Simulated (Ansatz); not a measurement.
# SnSe: geometry relaxation (part 2 of 2)

The same run, continued: SnSe (Pnma, 8 atoms in the cell); DFT r2SCAN, scalar-relativistic, plane waves, PAW, no spin polarisation (Ansatz 0.2.0); cutoff 500 eV, 4×6×6 k-mesh, Gaussian smearing of 0.02 eV. The structure derives from an entry of the Crystallography Open Database.

Geometry of the input (Å; fractional positions):
```
11.7918  0.0000  0.0000
0.0000  4.1658  0.0000
0.0000  0.0000  4.7440
Sn 0.1201  0.2500  0.1246
Sn 0.3799  0.7500  0.6246
Sn 0.6201  0.2500  0.3754
Sn 0.8799  0.7500  0.8754
Se 0.3521  0.2500  0.0118
Se 0.1479  0.7500  0.5118
Se 0.8521  0.2500  0.4882
Se 0.6479  0.7500  0.9882
```

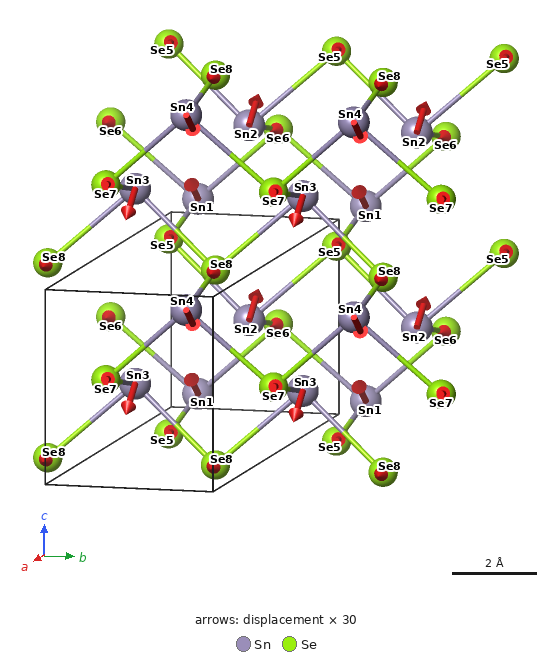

Figure 1. The starting structure with the displacements (without the part carried along by the change of the cell) as red arrows, magnified 30 times (ball-and-stick view of the cell of the calculation, repeated 1 × 2 × 2, with bonded neighbours outside it, seen slightly off an axis). The largest moves relative to the cell, 0.036 Å, are those of Sn1, Sn2, Sn3 and Sn4. By element the largest moves are Sn 0.036 Å, Se 0.015 Å. The drawn cell changes at constant volume: a 11.792 → 11.843 Å (+0.4 %), b 4.166 → 4.138 Å (−0.7 %), c 4.744 → 4.755 Å (+0.2 %). Distances before and after: Sn1–Se5 2.788 → 2.760 Å, Sn1–Se6 2.796 → 2.775 Å. The space group stays Pnma (No. 62). Over 3 geometry steps the energy falls by 2.1 meV per atom. The largest force component goes from 0.15 to 0.0071 eV/Å. The pressure goes from −1.38 to −0.58 GPa. The line search rejected the trial step at point 1 (counted from 0) and went back. A last SCF at the same geometry on a re-selected plane-wave basis shifts the energy by next to nothing (0.0 meV per atom). (Atoms are counted from 1 in the order of the input.)

```
basis re-selected at this cell: Δ(F+E_penalty+E_count) = -4.636e-6 eV, ΔP = +0.000 GPa vs the last step (what re-selecting the basis moved, of the pressure what is left beyond the Pulay correction that the steps carried, after the strain that the cell walked since its last selection, with what the two solves' SCF thresholds leave and, on support functions, any second-order correction that the steps lacked; it is no measure of the basis error at this ecutwfc). This SCF's stress stands 4.80e-2 GPa from its target on what of the cell is left free (relax.cell.stress_tol is 1.00e-1 GPa) and its largest allowed force component is 7.13e-3 eV/Å (relax.f_tol is 1.00e-2 eV/Å): within both
SCF converged after 4 iterations
Free energy (F): -46070.700665 eV
Harris-Foulkes:  -46070.700665 eV  (|F-HF|=2.33e-10)
Internal energy: -46070.700665 eV  (E = F + TS)
E sigma→0 (E₀):  -46070.700665 eV
Fermi energy:    8.087047 eV
--- Per-component energies (eV) ---
  E_band       = -2102.024758
  E_kinetic    = 1213.327220
  E_local      = -14139.045556  (includes V_loc(G=0)·N_el)
  E_nonlocal   = -2514.397633
  E_hartree    = 7370.821515
  E_xc         = -1893.801481
  E_vxc        = -841.241115  (∫ρ·V_xc dr)
  E_paw        = -24325.450293  (= ΣΔE_a)
  E_vpaw       = -609.228955  (= ΣTr[D̂ρ^β])
  E_aug_tail   = -0.000822  (compensation charges beyond the density's cutoff)
  E_vtau       = 46.918866  (kinetic-family band-sum trace: ∫τ·v_τ [+ j·A + Jᵃ·Aᵃ] dr)
  E_ewald      = -11778.035815
  E_core_change = -4.117802  (= ΣΔE_core)
  E_smearing   = -0.000000  (= −TS)
  E_closure    = 0.000000  (closes the sum)
  Σ components = -46070.700665   (vs F -46070.700665, Δ=0.00e0)
--- Forces (eV/Å), atoms counted from 1 ---
  atom   1  Sn    -0.00475048     0.00000000     0.00191609
  atom   2  Sn     0.00475048     0.00000000     0.00191609
  atom   3  Sn    -0.00475048     0.00000000    -0.00191609
  atom   4  Sn     0.00475048     0.00000000    -0.00191609
  atom   5  Se     0.00535179     0.00000000    -0.00712716
  atom   6  Se    -0.00535179     0.00000000    -0.00712716
  atom   7  Se     0.00535179     0.00000000     0.00712716
  atom   8  Se    -0.00535179     0.00000000     0.00712716
  max |Σ_I F_I| component: 8.67e-19 eV/Å
--- Stress (GPa, compression-positive) ---
       -0.567173       0.000000       0.000000
        0.000000      -0.631582       0.000000
        0.000000       0.000000      -0.552084
  P = ⅓ Tr σ = -0.5836 GPa (-5.836 kbar)
--- Band table (eV; the first three rows and the last of 48) ---
  k-point 0: bands = ["-40.4961", "-40.4960", "-40.4960", "-40.4960", "-40.4942", "-40.4942", "-40.4941", "-40.4941", "-40.4622", "-40.4622", "-40.4621", "-40.4620", "-40.4573", "-40.4572", "-40.4572", "-40.4572", "-40.4469", "-40.4468", "-40.4466", "-40.4466", "-14.3640", "-14.3564", "-14.3480", "-14.3440", "-14.3439", "-14.3415", "-14.3402", "-14.3378", "-14.3144", "-14.3132", "-14.3049", "-14.3007", "-14.3002", "-14.2985", "-14.2769", "-14.2765", "-14.2747", "-14.2701", "-14.2699", "-14.2675", "-6.4258", "-6.1946", "-5.4089", "-5.0895", "0.3786", "1.1331", "2.2148", "2.6268", "2.9546", "4.2155", "4.4621", "4.5420", "4.5445", "4.8743", "5.6083", "5.7337", "6.0494", "6.6525", "6.8660", "7.3294", "8.8453", "10.5129", "10.5679", "10.6478", "10.9086", "11.3415", "11.3770", "12.1733", "12.6251", "12.8679", "13.2478", "13.6376"]
  k-point 1: bands = ["-40.4961", "-40.4960", "-40.4960", "-40.4960", "-40.4942", "-40.4942", "-40.4941", "-40.4941", "-40.4622", "-40.4621", "-40.4621", "-40.4620", "-40.4573", "-40.4572", "-40.4572", "-40.4572", "-40.4468", "-40.4468", "-40.4466", "-40.4466", "-14.3626", "-14.3556", "-14.3487", "-14.3447", "-14.3444", "-14.3415", "-14.3412", "-14.3382", "-14.3127", "-14.3112", "-14.3045", "-14.3009", "-14.2999", "-14.2989", "-14.2766", "-14.2761", "-14.2744", "-14.2705", "-14.2703", "-14.2684", "-6.3335", "-6.1075", "-5.4308", "-5.1367", "0.1146", "1.0046", "1.5851", "2.2012", "3.0944", "4.4862", "4.6762", "4.9809", "4.9949", "5.0450", "5.6502", "6.0495", "6.1006", "6.5269", "7.0433", "7.2805", "8.9824", "9.7854", "10.5465", "10.6172", "10.7901", "10.8643", "11.7005", "11.8446", "12.0317", "12.6772", "13.1142", "13.1151"]
  k-point 2: bands = ["-40.4960", "-40.4960", "-40.4960", "-40.4960", "-40.4942", "-40.4942", "-40.4941", "-40.4941", "-40.4622", "-40.4621", "-40.4621", "-40.4620", "-40.4573", "-40.4573", "-40.4572", "-40.4572", "-40.4468", "-40.4468", "-40.4467", "-40.4467", "-14.3590", "-14.3533", "-14.3509", "-14.3469", "-14.3452", "-14.3433", "-14.3414", "-14.3395", "-14.3086", "-14.3066", "-14.3033", "-14.3019", "-14.3002", "-14.3001", "-14.2756", "-14.2749", "-14.2736", "-14.2718", "-14.2716", "-14.2704", "-6.0864", "-5.8720", "-5.5377", "-5.2953", "-0.1880", "0.6027", "0.8275", "1.4999", "3.5175", "4.8048", "5.0342", "5.3133", "5.6719", "5.6761", "5.6850", "5.9671", "6.2786", "7.0635", "7.1224", "7.5239", "8.9930", "9.5426", "9.5512", "10.1227", "10.2454", "10.6600", "10.9780", "11.3695", "11.7275", "12.1460", "12.5266", "13.4583"]
  k-point 47: bands = ["-40.4960", "-40.4960", "-40.4960", "-40.4960", "-40.4940", "-40.4940", "-40.4940", "-40.4940", "-40.4621", "-40.4621", "-40.4621", "-40.4621", "-40.4573", "-40.4573", "-40.4573", "-40.4573", "-40.4467", "-40.4467", "-40.4467", "-40.4467", "-14.3620", "-14.3620", "-14.3620", "-14.3620", "-14.3328", "-14.3328", "-14.3328", "-14.3328", "-14.3079", "-14.3079", "-14.3079", "-14.3079", "-14.2918", "-14.2918", "-14.2918", "-14.2918", "-14.2639", "-14.2639", "-14.2639", "-14.2639", "-5.2503", "-5.2503", "-5.2503", "-5.2503", "0.7383", "0.7383", "0.7383", "0.7383", "3.4483", "3.4483", "3.4483", "3.4483", "4.0994", "4.0994", "4.0994", "4.0994", "6.2044", "6.2044", "6.2044", "6.2044", "10.4674", "10.4674", "10.4674", "10.4674", "12.1958", "12.1958", "12.1958", "12.1958", "14.1594", "14.1594", "14.1594", "14.1594"]
--- Relaxed structure (4 steps of the walk, 3 accepted, 1 SCFs on fresh bases) ---
  F+E_penalty+E_count = -46070.70066512 eV   max|allowed force component| = 7.127e-3 eV/Å   (the final SCF, on the basis selected at the relaxed cell)
  cell:  # Å, volume = 233.0389 Å³
    - [11.843408596257964, -9.742725149233665e-32, -4.407536524575693e-18]
    - [-3.441934785436405e-32, 4.137823261666893, 1.564515811562002e-32]
    - [-1.77323223736014e-18, 1.7816708245103446e-32, 4.755319518536854]
  atoms:
    - { symbol: Sn, position: [0.12253727970334828, 0.25, 0.1290026541967947] }
    - { symbol: Sn, position: [0.37746272029665173, 0.7499999999999999, 0.6290026541967947] }
    - { symbol: Sn, position: [0.6225372797033483, 0.25, 0.37099734580320526] }
    - { symbol: Sn, position: [0.8774627202966516, 0.7499999999999999, 0.8709973458032051] }
    - { symbol: Se, position: [0.3508073461729439, 0.25, 0.01204677545110737] }
    - { symbol: Se, position: [0.14919265382705618, 0.7499999999999999, 0.5120467754511073] }
    - { symbol: Se, position: [0.850807346172944, 0.25, 0.48795322454889256] }
    - { symbol: Se, position: [0.6491926538270563, 0.7499999999999999, 0.9879532245488926] }
```

Trajectory as extended XYZ (Å, eV, eV/Å), 5 frames, from step=1 to step=5
```
8
Lattice="11.7918 0.0000 0.0000 0.0000 4.1658 0.0000 0.0000 0.0000 4.7440" Properties=species:S:1:pos:R:3:forces:R:3 step=1 energy=-46070.68379 pressure_GPa=-1.38
Sn    1.4157    1.0415    0.5911    0.1527   0.0000   0.1191
Sn    4.4802    3.1244    2.9632   -0.1527   0.0000   0.1191
Sn    7.3116    1.0415    1.7809    0.1527   0.0000  -0.1191
Sn   10.3760    3.1244    4.1529   -0.1527   0.0000  -0.1191
Se    4.1519    1.0415    0.0559   -0.0854   0.0000  -0.1058
Se    1.7440    3.1244    2.4280    0.0854   0.0000  -0.1058
Se   10.0478    1.0415    2.3161   -0.0854   0.0000   0.1058
Se    7.6399    3.1244    4.6881    0.0854   0.0000   0.1058
8
Lattice="11.8694 0.0000 0.0000 0.0000 4.1482 0.0000 0.0000 0.0000 4.7330" Properties=species:S:1:pos:R:3:forces:R:3 step=2 energy=-46070.68216 pressure_GPa=0.07 accepted=F
Sn    1.4776    1.0371    0.6724   -0.1479   0.0000  -0.1323
Sn    4.4571    3.1112    3.0389    0.1479   0.0000  -0.1323
Sn    7.4123    1.0371    1.6942   -0.1479   0.0000   0.1323
Sn   10.3917    3.1112    4.0607    0.1479   0.0000   0.1323
Se    4.1585    1.0371    0.1024    0.0783   0.0000   0.0818
Se    1.7762    3.1112    2.4689   -0.0783   0.0000   0.0818
Se   10.0931    1.0371    2.2642    0.0783   0.0000  -0.0818
Se    7.7109    3.1112    4.6307   -0.0783   0.0000  -0.0818
8
Lattice="11.8464 0.0000 0.0000 0.0000 4.1437 0.0000 0.0000 0.0000 4.7474" Properties=species:S:1:pos:R:3:forces:R:3 step=3 energy=-46070.70042 pressure_GPa=-0.60
Sn    1.4530    1.0359    0.5971   -0.0004   0.0000  -0.0038
Sn    4.4702    3.1078    2.9707    0.0004   0.0000  -0.0038
Sn    7.3763    1.0359    1.7766   -0.0004   0.0000   0.0038
Sn   10.3934    3.1078    4.1503    0.0004   0.0000   0.0038
Se    4.1574    1.0359    0.0417   -0.0076   0.0000   0.0084
Se    1.7658    3.1078    2.4154    0.0076   0.0000   0.0084
Se   10.0806    1.0359    2.3320   -0.0076   0.0000  -0.0084
Se    7.6890    3.1078    4.7057    0.0076   0.0000  -0.0084
8
Lattice="11.8434 0.0000 0.0000 0.0000 4.1378 0.0000 0.0000 0.0000 4.7553" Properties=species:S:1:pos:R:3:forces:R:3 step=4 energy=-46070.70066 pressure_GPa=-0.58
Sn    1.4513    1.0345    0.6134   -0.0047   0.0000   0.0019
Sn    4.4704    3.1034    2.9911    0.0047   0.0000   0.0019
Sn    7.3730    1.0345    1.7642   -0.0047   0.0000  -0.0019
Sn   10.3922    3.1034    4.1419    0.0047   0.0000  -0.0019
Se    4.1548    1.0345    0.0573    0.0053   0.0000  -0.0071
Se    1.7670    3.1034    2.4349   -0.0053   0.0000  -0.0071
Se   10.0765    1.0345    2.3204    0.0053   0.0000   0.0071
Se    7.6887    3.1034    4.6980   -0.0053   0.0000   0.0071
8
Lattice="11.8434 0.0000 0.0000 0.0000 4.1378 0.0000 0.0000 0.0000 4.7553" Properties=species:S:1:pos:R:3:forces:R:3 step=5 energy=-46070.70066 pressure_GPa=-0.58
Sn    1.4513    1.0345    0.6134   -0.0047   0.0000   0.0019
Sn    4.4704    3.1034    2.9911    0.0047   0.0000   0.0019
Sn    7.3730    1.0345    1.7642   -0.0047   0.0000  -0.0019
Sn   10.3922    3.1034    4.1419    0.0047   0.0000  -0.0019
Se    4.1548    1.0345    0.0573    0.0054   0.0000  -0.0071
Se    1.7670    3.1034    2.4349   -0.0054   0.0000  -0.0071
Se   10.0765    1.0345    2.3204    0.0054   0.0000   0.0071
Se    7.6887    3.1034    4.6980   -0.0054   0.0000   0.0071
```

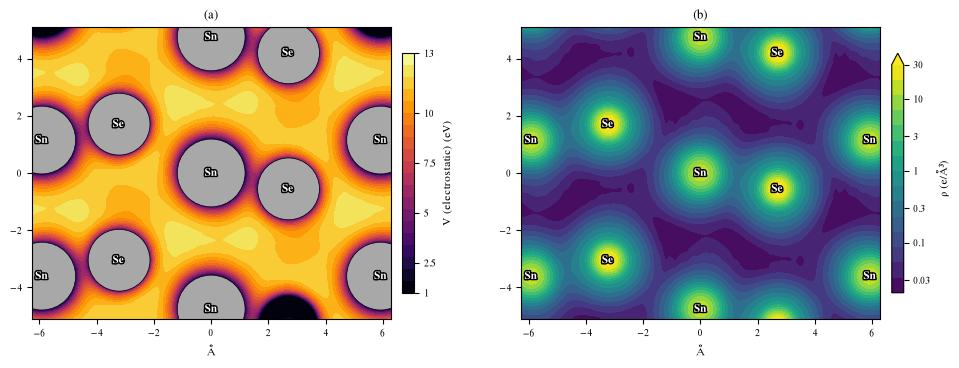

Figure 2. (a) electrostatic potential energy of an electron; (b) valence electron density on the (010) plane of the conventional cell. Grey discs, where drawn, cover atomic cores. The section cuts through Sn and Se sites. Sn–Se (2.76 Å): the density is about 0.36 e/Å³ at the midpoint. Away from the nuclei the density in this plane falls to 0.02 e/Å³ at its lowest. Outside the cores the potential energy rises away from the atoms and is highest about 2.3 Å from the nearest atoms; outside the discs it spans about 11 eV, and its zero is arbitrary. The fields are those of the smooth PAW valence density.

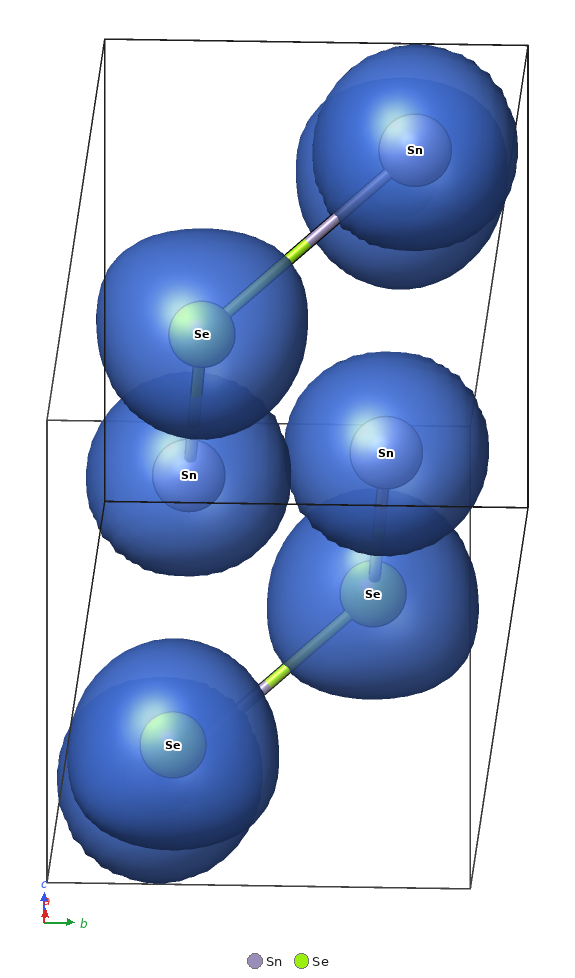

Figure 3. Isosurface of the valence charge density (pseudo) at 0.5 e/Å³ (blue), seen at an oblique angle. Sticks mark near contacts. The outline is the cell set on symmetry axes. At this value the density breaks into separate islands; it holds about 80 % of the electrons treated as valence (semicore included). It is pinched off along the Sn–Se (2.76 Å) contacts. On the grid the lowest density along these lines, outside the cores, is 0.35 e/Å³ (Sn–Se, 2.76 Å).
